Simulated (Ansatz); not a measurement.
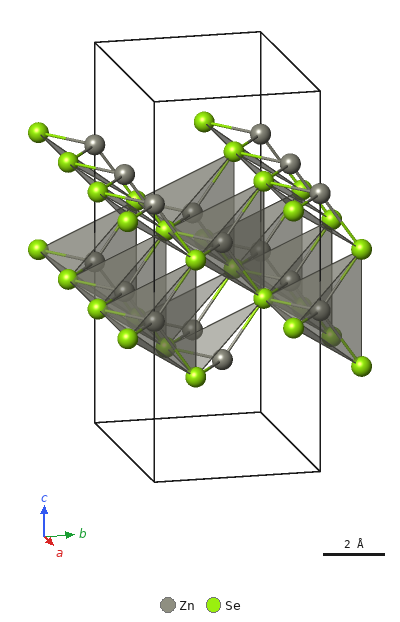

*The input geometry (polyhedral view of the cell of the calculation, with the vacuum cut short, seen slightly off an axis; polyhedra are completed across the faces of the cell). An atom can appear more than once, as a periodic image.*

## Geometry relaxation, with input and output: ZnSe (part 1 of 3)

The run: geometry relaxation of ZnSe (slab, 16 atoms in the cell). Method and program: DFT PBE+D3(BJ), scalar-relativistic, plane waves, PAW, no spin polarisation (Ansatz 0.2.0).

The structure derives from an entry of the Crystallography Open Database. The input holds or restrains some coordinates. Forces given for the steps count only the free coordinates. It belongs to a series of runs on one base structure; here: clean slab, lower planes held.

### The program's output
```
Engine: ansatz 0.2.0, x86_64-unknown-linux-gnu
Pseudopotentials: kind: paw
Pseudopotential: Zn, paw, valence charge 12, recommended cutoff 420 eV (normal), Zn.paw.azcp
Pseudopotential: Se, paw, valence charge 16, recommended cutoff 420 eV (normal), Se.paw.azcp
Functional definition: PBE
  parameter kappa = 0.804
  parameter beta = 0.06672455060314922
  exchange = pbe_x(kappa = kappa, mu = beta*pi^2/3)
  correlation = pbe_c(beta = beta)
Crystal: 16 atoms, lattice volume = 994.838 Å³
Basis set: ecut = 420 eV, 19517 PW (Γ), exchange–correlation on 108×80×300 points (8 copies of the dense FFT grid, shifted against one another)
Bands: 135, of which v1, the nominal top of the filled ones, is band 112 counted from 1 (111 counted from 0)
Symmetry: 4 space group operations
k-points: 4 of 6 (time reversal used)
Non-local potential: Zn, projectors of the file, l = 0: 2, l = 1: 2, l = 2: 3, l = 3: 1
Non-local potential: Se, projectors of the file, l = 0: 2, l = 1: 2, l = 2: 3, l = 3: 1
PAW form: soft (Blöchl's): semilocal exchange-correlation on the pseudo side does not see the compensation charge
PAW one-centre angular grid: Zn, 590 points (default); XC on 64 Gauss nodes
PAW one-centre angular grid: Se, 590 points (default); XC on 64 Gauss nodes
Initial density: superposition of atomic densities (neutral atoms: chi_scale 0, normalization atom), corrected by the library's trained network
Initial wavefunctions: pseudopotential atomic-orbital guess
Functional: x = pbe(κ = 0.804, μ = 0.2195149727645171), c = pbe(β = 0.06672455060314922)
SCF iter   1: F=—  HF=-70316.239958 eV  |F-HF|=—  |Δ(HF+E_count)|=         —  Δρ=6.65e-4  dr2=2.52e-2  ethr=1.77e-3  p=0.000 e·Å  D=1.29e-13 V/Å  ΔV_dip=-0.00 eV  dr2_dipole=3.41e-8  V_vac-E_F(+/−)=4.47/4.47 eV  ⟨swp⟩=6.8  Hψ=2228  notcnv=0  defer=33
efield: sawtooth ramp at fractional position 0.9800 (placed from the atoms, in the widest stretch of the axis that holds none; the zero of the levels goes with the place), width 0.0400; the density the first Hamiltonian is built on has a dipole p = 0.000 e·Å; the dipole correction subtracts the counter field D = 1.29e-13 V/Å, which shifts the + side's vacuum level by -0.00 eV against the − side's; the planar-averaged density in the ramp window peaks in size at 8.2e-6 e/Å³
preconditioner: auto → Resta (q_TF=auto, 2.128 Å⁻¹)  ε∞=2.9  [insulator: Δε(μ)=1.113 eV  Ē_g=10.349 eV  σ=0.050 eV  W_gap=1.00  n_scr=160 (ndim 8)  ℏωp=14.1 eV  f_vac=0.601  D(μ)=0.00/eV (n_scr^D=0)  ε∞_Penn≈2.9  vacuum switching on, ρ_ref=7.8e-3 e/Å³]
SCF iter   2: F=—  HF=-70316.236499 eV  |F-HF|=—  |Δ(HF+E_count)|=   3.46e-3  Δρ=3.30e-4  dr2=1.23e-3  ethr=1.12e-5  p=0.000 e·Å  D=2.07e-5 V/Å  ΔV_dip=-0.00 eV  dr2_dipole=6.88e-8  V_vac-E_F(+/−)=4.54/4.54 eV  ⟨swp⟩=2.0  Hψ=715  notcnv=0  defer=59
SCF iter   3: F=—  HF=-70316.237357 eV  |F-HF|=—  |Δ(HF+E_count)|=   8.58e-4  Δρ=1.65e-4  dr2=3.44e-4  ethr=5.47e-7  p=-0.000 e·Å  D=-9.40e-6 V/Å  ΔV_dip=0.00 eV  dr2_dipole=1.72e-8  V_vac-E_F(+/−)=4.54/4.54 eV  ⟨swp⟩=2.0  Hψ=740  notcnv=0  defer=59
SCF iter   4: F=—  HF=-70316.237914 eV  |F-HF|=—  |Δ(HF+E_count)|=   5.57e-4  Δρ=1.01e-4  dr2=7.31e-5  ethr=1.54e-7  p=0.000 e·Å  D=2.04e-5 V/Å  ΔV_dip=-0.00 eV  dr2_dipole=7.77e-8  V_vac-E_F(+/−)=4.55/4.55 eV  ⟨swp⟩=2.5  Hψ=750  notcnv=0  defer=59
iter 5 did not close the SCF: its close was put off for the readings that it lacked (scf_convergence_deferred on its scf_iter line)
SCF iter   5: F=-70316.237916 eV  HF=-70316.237913 eV  |F-HF|=2.95e-6  |Δ(HF+E_count)|=   8.08e-7  Δρ=2.66e-5  dr2=7.24e-6  ethr=3.26e-8  p=-0.000 e·Å  D=-4.70e-6 V/Å  ΔV_dip=0.00 eV  dr2_dipole=4.69e-9  V_vac-E_F(+/−)=4.56/4.56 eV  ⟨swp⟩=2.0  Hψ=720  notcnv=0  defer=59
SCF iter   6: F=-70316.237919 eV  HF=-70316.237918 eV  |F-HF|=9.78e-7  |Δ(HF+E_count)|=   5.12e-6  Δρ=8.06e-6  dr2=7.68e-7  ethr=3.23e-9  p=0.000 e·Å  D=2.38e-6 V/Å  ΔV_dip=-0.00 eV  dr2_dipole=1.04e-9  V_vac-E_F(+/−)=4.56/4.56 eV  ⟨swp⟩=21.5  Hψ=5239  notcnv=0
SCF 1 converged in 6 iterations: F = -70316.237919 eV  dr2 = 7.68e-7
  greatest PAW one-centre occupation: 1.000 electrons in one spin orbital (limit 2), on the Se atom at site 11 (counted from 0), in its partial waves of l = 2
relax step   1: F+E_penalty+E_count = -70316.23791931 eV  Δ(F+E_penalty+E_count) = +0.000e0 eV  max|allowed force component| = 1.016e0 eV/Å  Δτ_max = 0.0000 Å  (6 SCF iters, dr2 threshold 2.25e-5 eV, accepted)
Initial density: handed on by an earlier stage of this run
Initial wavefunctions: those handed on with the density
iter 1 solved again at ethr=4.58e-5 eV; its pass at ethr=3.10e-3 eV (dr2=1.03e-1 eV) is discarded
SCF iter   1: F=—  HF=-70316.841562 eV  |F-HF|=—  |Δ(HF+E_count)|=         —  Δρ=2.76e-3  dr2=9.72e-2  ethr=4.58e-5  p=0.000 e·Å  D=3.59e-6 V/Å  ΔV_dip=-0.00 eV  dr2_dipole=3.53e-3  V_vac-E_F(+/−)=4.50/4.50 eV  ⟨swp⟩=1.0  Hψ=2005  notcnv=0  defer=76
efield: sawtooth ramp at fractional position 0.9800 (handed on by an earlier solve), width 0.0400; the density the first Hamiltonian is built on has a dipole p = 0.000 e·Å; the dipole correction subtracts the counter field D = 3.59e-6 V/Å, which shifts the + side's vacuum level by -0.00 eV against the − side's; the planar-averaged density in the ramp window peaks in size at 7.1e-6 e/Å³
preconditioner: auto → Resta (q_TF=auto, 2.128 Å⁻¹)  ε∞=2.9  [insulator: Δε(μ)=1.298 eV  Ē_g=10.363 eV  σ=0.050 eV  W_gap=1.00  n_scr=160 (ndim 8)  ℏωp=14.1 eV  f_vac=0.604  D(μ)=0.00/eV (n_scr^D=0)  ε∞_Penn≈2.9  vacuum switching on, ρ_ref=7.8e-3 e/Å³]
SCF iter   2: F=—  HF=-70316.826052 eV  |F-HF|=—  |Δ(HF+E_count)|=   1.55e-2  Δρ=1.46e-3  dr2=2.35e-2  ethr=4.34e-5  p=-0.040 e·Å  D=-7.20e-3 V/Å  ΔV_dip=0.16 eV  dr2_dipole=4.42e-5  V_vac-E_F(+/−)=4.64/4.49 eV  ⟨swp⟩=2.0  Hψ=570  notcnv=0  defer=76
SCF iter   3: F=—  HF=-70316.824130 eV  |F-HF|=—  |Δ(HF+E_count)|=   1.92e-3  Δρ=3.61e-4  dr2=4.04e-3  ethr=1.05e-5  p=-0.038 e·Å  D=-6.96e-3 V/Å  ΔV_dip=0.15 eV  dr2_dipole=1.46e-3  V_vac-E_F(+/−)=4.67/4.52 eV  ⟨swp⟩=2.2  Hψ=772  notcnv=0  defer=76
SCF iter   4: F=—  HF=-70316.823725 eV  |F-HF|=—  |Δ(HF+E_count)|=   4.05e-4  Δρ=1.58e-4  dr2=5.06e-4  ethr=1.80e-6  p=-0.062 e·Å  D=-1.12e-2 V/Å  ΔV_dip=0.25 eV  dr2_dipole=1.01e-4  V_vac-E_F(+/−)=4.74/4.49 eV  ⟨swp⟩=2.0  Hψ=719  notcnv=0  defer=76
SCF iter   5: F=-70316.823788 eV  HF=-70316.823787 eV  |F-HF|=6.85e-7  |Δ(HF+E_count)|=   6.27e-5  Δρ=6.31e-5  dr2=4.70e-5  ethr=2.88e-8  p=-0.058 e·Å  D=-1.06e-2 V/Å  ΔV_dip=0.23 eV  dr2_dipole=2.52e-6  V_vac-E_F(+/−)=4.73/4.50 eV  ⟨swp⟩=19.2  Hψ=5648  notcnv=0
SCF 2 converged in 5 iterations: F = -70316.823788 eV  dr2 = 4.70e-5
relax step   2: F+E_penalty+E_count = -70316.82378799 eV  Δ(F+E_penalty+E_count) = -5.859e-1 eV  max|allowed force component| = 6.602e-1 eV/Å  Δτ_max = 0.1948 Å  (5 SCF iters, dr2 threshold 6.45e-5 eV, accepted)
SCF iter   1: F=—  HF=-70317.090209 eV  |F-HF|=—  |Δ(HF+E_count)|=         —  Δρ=2.14e-3  dr2=5.66e-2  ethr=3.25e-4  p=-0.058 e·Å  D=-1.06e-2 V/Å  ΔV_dip=0.23 eV  dr2_dipole=6.42e-4  V_vac-E_F(+/−)=4.70/4.47 eV  ⟨swp⟩=5.2  Hψ=1485  notcnv=0  defer=68
efield: sawtooth ramp at fractional position 0.9800 (handed on by an earlier solve), width 0.0400; the density the first Hamiltonian is built on has a dipole p = -0.058 e·Å; the dipole correction subtracts the counter field D = -1.06e-2 V/Å, which shifts the + side's vacuum level by +0.23 eV against the − side's; the planar-averaged density in the ramp window peaks in size at 5.0e-6 e/Å³
preconditioner: auto → Resta (q_TF=auto, 2.128 Å⁻¹)  ε∞=2.8  [insulator: Δε(μ)=1.362 eV  Ē_g=10.399 eV  σ=0.050 eV  W_gap=1.00  n_scr=160 (ndim 8)  ℏωp=14.1 eV  f_vac=0.606  D(μ)=0.00/eV (n_scr^D=0)  ε∞_Penn≈2.8  vacuum switching on, ρ_ref=7.8e-3 e/Å³]
SCF iter   2: F=—  HF=-70317.084527 eV  |F-HF|=—  |Δ(HF+E_count)|=   5.68e-3  Δρ=1.18e-3  dr2=1.57e-2  ethr=2.53e-5  p=-0.075 e·Å  D=-1.36e-2 V/Å  ΔV_dip=0.30 eV  dr2_dipole=1.06e-4  V_vac-E_F(+/−)=4.78/4.48 eV  ⟨swp⟩=2.0  Hψ=684  notcnv=0  defer=68
SCF iter   3: F=—  HF=-70317.084437 eV  |F-HF|=—  |Δ(HF+E_count)|=   9.01e-5  Δρ=2.24e-4  dr2=1.03e-3  ethr=7.01e-6  p=-0.085 e·Å  D=-1.54e-2 V/Å  ΔV_dip=0.34 eV  dr2_dipole=3.62e-5  V_vac-E_F(+/−)=4.82/4.48 eV  ⟨swp⟩=2.0  Hψ=760  notcnv=0  defer=68
SCF iter   4: F=—  HF=-70317.084552 eV  |F-HF|=—  |Δ(HF+E_count)|=   1.16e-4  Δρ=1.24e-4  dr2=1.28e-4  ethr=4.59e-7  p=-0.090 e·Å  D=-1.64e-2 V/Å  ΔV_dip=0.36 eV  dr2_dipole=2.23e-6  V_vac-E_F(+/−)=4.85/4.49 eV  ⟨swp⟩=2.0  Hψ=744  notcnv=0  defer=68
SCF iter   5: F=—  HF=-70317.084574 eV  |F-HF|=—  |Δ(HF+E_count)|=   2.17e-5  Δρ=6.41e-5  dr2=3.45e-5  ethr=5.74e-8  p=-0.089 e·Å  D=-1.63e-2 V/Å  ΔV_dip=0.36 eV  dr2_dipole=2.16e-6  V_vac-E_F(+/−)=4.85/4.49 eV  ⟨swp⟩=2.0  Hψ=744  notcnv=0  defer=68
SCF iter   6: F=-70317.084572 eV  HF=-70317.084570 eV  |F-HF|=1.11e-6  |Δ(HF+E_count)|=   3.51e-6  Δρ=1.49e-5  dr2=2.89e-6  ethr=1.22e-8  p=-0.090 e·Å  D=-1.64e-2 V/Å  ΔV_dip=0.36 eV  dr2_dipole=1.40e-8  V_vac-E_F(+/−)=4.85/4.49 eV  ⟨swp⟩=21.2  Hψ=5553  notcnv=0
SCF 3 converged in 6 iterations: F = -70317.084572 eV  dr2 = 2.89e-6
relax step   3: F+E_penalty+E_count = -70317.08457156 eV  Δ(F+E_penalty+E_count) = -2.608e-1 eV  max|allowed force component| = 2.626e-1 eV/Å  Δτ_max = 0.1948 Å  (6 SCF iters, dr2 threshold 2.72e-5 eV, accepted)
SCF iter   1: F=—  HF=-70317.146418 eV  |F-HF|=—  |Δ(HF+E_count)|=         —  Δρ=2.18e-3  dr2=4.36e-2  ethr=2.59e-4  p=-0.090 e·Å  D=-1.64e-2 V/Å  ΔV_dip=0.36 eV  dr2_dipole=1.14e-3  V_vac-E_F(+/−)=4.83/4.47 eV  ⟨swp⟩=5.0  Hψ=1489  notcnv=0  defer=69
efield: sawtooth ramp at fractional position 0.9800 (handed on by an earlier solve), width 0.0400; the density the first Hamiltonian is built on has a dipole p = -0.090 e·Å; the dipole correction subtracts the counter field D = -1.64e-2 V/Å, which shifts the + side's vacuum level by +0.36 eV against the − side's; the planar-averaged density in the ramp window peaks in size at 8.0e-6 e/Å³
preconditioner: auto → Resta (q_TF=auto, 2.128 Å⁻¹)  ε∞=2.8  [insulator: Δε(μ)=1.391 eV  Ē_g=10.432 eV  σ=0.050 eV  W_gap=1.00  n_scr=160 (ndim 8)  ℏωp=14.1 eV  f_vac=0.608  D(μ)=0.00/eV (n_scr^D=0)  ε∞_Penn≈2.8  vacuum switching on, ρ_ref=7.9e-3 e/Å³]
SCF iter   2: F=—  HF=-70317.144955 eV  |F-HF|=—  |Δ(HF+E_count)|=   1.46e-3  Δρ=1.19e-3  dr2=1.32e-2  ethr=1.95e-5  p=-0.068 e·Å  D=-1.24e-2 V/Å  ΔV_dip=0.27 eV  dr2_dipole=5.99e-4  V_vac-E_F(+/−)=4.79/4.51 eV  ⟨swp⟩=1.8  Hψ=633  notcnv=0  defer=69
SCF iter   3: F=—  HF=-70317.146975 eV  |F-HF|=—  |Δ(HF+E_count)|=   2.02e-3  Δρ=3.82e-4  dr2=6.40e-3  ethr=5.89e-6  p=-0.107 e·Å  D=-1.94e-2 V/Å  ΔV_dip=0.43 eV  dr2_dipole=2.27e-3  V_vac-E_F(+/−)=4.89/4.47 eV  ⟨swp⟩=2.0  Hψ=762  notcnv=0  defer=69
SCF iter   4: F=—  HF=-70317.146200 eV  |F-HF|=—  |Δ(HF+E_count)|=   7.75e-4  Δρ=9.49e-5  dr2=1.11e-4  ethr=2.86e-6  p=-0.086 e·Å  D=-1.56e-2 V/Å  ΔV_dip=0.34 eV  dr2_dipole=1.30e-5  V_vac-E_F(+/−)=4.85/4.51 eV  ⟨swp⟩=2.0  Hψ=567  notcnv=0  defer=69
SCF iter   5: F=—  HF=-70317.146294 eV  |F-HF|=—  |Δ(HF+E_count)|=   9.41e-5  Δρ=5.98e-5  dr2=2.41e-5  ethr=4.95e-8  p=-0.088 e·Å  D=-1.60e-2 V/Å  ΔV_dip=0.35 eV  dr2_dipole=2.14e-7  V_vac-E_F(+/−)=4.86/4.51 eV  ⟨swp⟩=2.0  Hψ=889  notcnv=0  defer=69
SCF iter   6: F=-70317.146287 eV  HF=-70317.146289 eV  |F-HF|=2.01e-6  |Δ(HF+E_count)|=   5.40e-6  Δρ=2.29e-5  dr2=3.70e-6  ethr=4.87e-9  p=-0.088 e·Å  D=-1.61e-2 V/Å  ΔV_dip=0.35 eV  dr2_dipole=2.13e-9  V_vac-E_F(+/−)=4.86/4.50 eV  ⟨swp⟩=20.5  Hψ=5770  notcnv=0
SCF 4 converged in 6 iterations: F = -70317.146287 eV  dr2 = 3.70e-6
relax step   4: F+E_penalty+E_count = -70317.14628659 eV  Δ(F+E_penalty+E_count) = -6.172e-2 eV  max|allowed force component| = 6.718e-2 eV/Å  Δτ_max = 0.1966 Å  (6 SCF iters, dr2 threshold 1.09e-5 eV, accepted)
SCF iter   1: F=—  HF=-70317.147526 eV  |F-HF|=—  |Δ(HF+E_count)|=         —  Δρ=1.94e-4  dr2=5.07e-4  ethr=9.01e-7  p=-0.088 e·Å  D=-1.61e-2 V/Å  ΔV_dip=0.35 eV  dr2_dipole=2.81e-5  V_vac-E_F(+/−)=4.86/4.51 eV  ⟨swp⟩=3.0  Hψ=1029  notcnv=0  defer=71
efield: sawtooth ramp at fractional position 0.9800 (handed on by an earlier solve), width 0.0400; the density the first Hamiltonian is built on has a dipole p = -0.088 e·Å; the dipole correction subtracts the counter field D = -1.61e-2 V/Å, which shifts the + side's vacuum level by +0.35 eV against the − side's; the planar-averaged density in the ramp window peaks in size at 8.3e-6 e/Å³
preconditioner: auto → Resta (q_TF=auto, 2.128 Å⁻¹)  ε∞=2.8  [insulator: Δε(μ)=1.400 eV  Ē_g=10.442 eV  σ=0.050 eV  W_gap=1.00  n_scr=160 (ndim 8)  ℏωp=14.1 eV  f_vac=0.607  D(μ)=0.00/eV (n_scr^D=0)  ε∞_Penn≈2.8  vacuum switching on, ρ_ref=7.9e-3 e/Å³]
SCF iter   2: F=—  HF=-70317.147423 eV  |F-HF|=—  |Δ(HF+E_count)|=   1.03e-4  Δρ=8.80e-5  dr2=7.88e-5  ethr=2.26e-7  p=-0.092 e·Å  D=-1.67e-2 V/Å  ΔV_dip=0.37 eV  dr2_dipole=4.24e-6  V_vac-E_F(+/−)=4.87/4.50 eV  ⟨swp⟩=2.0  Hψ=702  notcnv=0  defer=69
SCF iter   3: F=—  HF=-70317.147365 eV  |F-HF|=—  |Δ(HF+E_count)|=   5.85e-5  Δρ=4.20e-5  dr2=2.39e-5  ethr=3.52e-8  p=-0.090 e·Å  D=-1.63e-2 V/Å  ΔV_dip=0.36 eV  dr2_dipole=5.69e-6  V_vac-E_F(+/−)=4.86/4.51 eV  ⟨swp⟩=2.0  Hψ=743  notcnv=0  defer=69
SCF iter   4: F=—  HF=-70317.147363 eV  |F-HF|=—  |Δ(HF+E_count)|=   1.97e-6  Δρ=1.22e-5  dr2=1.36e-6  ethr=1.07e-8  p=-0.091 e·Å  D=-1.65e-2 V/Å  ΔV_dip=0.36 eV  dr2_dipole=1.22e-7  V_vac-E_F(+/−)=4.87/4.50 eV  ⟨swp⟩=2.0  Hψ=741  notcnv=0  defer=69
SCF iter   5: F=—  HF=-70317.147363 eV  |F-HF|=—  |Δ(HF+E_count)|=   5.25e-7  Δρ=4.83e-6  dr2=2.09e-7  ethr=6.07e-10  p=-0.091 e·Å  D=-1.65e-2 V/Å  ΔV_dip=0.36 eV  dr2_dipole=1.87e-11  V_vac-E_F(+/−)=4.87/4.50 eV  ⟨swp⟩=2.0  Hψ=759  notcnv=0  defer=69
SCF iter   6: F=-70317.147363 eV  HF=-70317.147363 eV  |F-HF|=5.17e-9  |Δ(HF+E_count)|=   4.02e-8  Δρ=2.28e-6  dr2=3.85e-8  ethr=4.46e-11  p=-0.091 e·Å  D=-1.65e-2 V/Å  ΔV_dip=0.36 eV  dr2_dipole=2.20e-9  V_vac-E_F(+/−)=4.87/4.50 eV  ⟨swp⟩=17.0  Hψ=4451  notcnv=0
SCF 5 converged in 6 iterations: F = -70317.147363 eV  dr2 = 3.85e-8
relax step   5: F+E_penalty+E_count = -70317.14736315 eV  Δ(F+E_penalty+E_count) = -1.077e-3 eV  max|allowed force component| = 2.085e-2 eV/Å  Δτ_max = 0.0102 Å  (6 SCF iters, accepted)
```

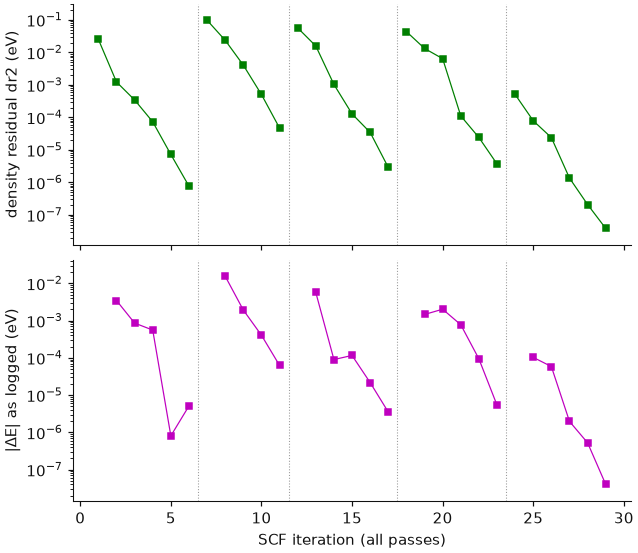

*Convergence of the self-consistent field: density residual dr2 and size of the energy change against the SCF iteration. The dotted lines part the SCF passes of the relaxation: geometry steps, rejected trials and re-solves on a re-selected basis.*

The 5 passes take 5 to 6 iterations each, 29 in all.
